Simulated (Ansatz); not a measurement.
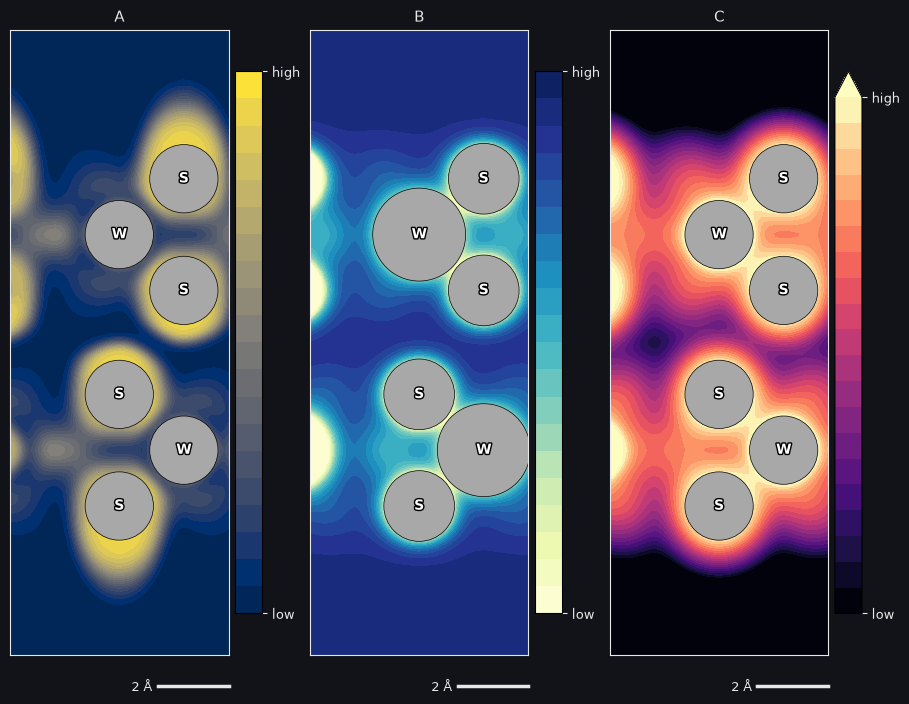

WS₂ (slab): 3 fields on the (110) plane of the calculation cell, a cut from vacuum to vacuum, with unlabelled colour scales. Grey discs cover the atomic cores.

Not relaxed (largest force 0.5 eV/Å).

Level of theory: Ansatz, DFT LDA, scalar-relativistic, plane waves, PAW.

> Match the panels to the quantities (electron localisation function, electrostatic potential energy of an electron and valence pseudo-density).

Panel A: electron localisation function. Panel B: electrostatic potential energy of an electron (low next to the atoms, rising into the space between them). Panel C: valence pseudo-density. From the grid: W–S (2.41 Å): ρ is about 0.63 e/Å³ halfway; the ELF peaks at about 0.85 in the valence shell of S, 0.8 Å from its nucleus, and is about 0.50 at the midpoint.
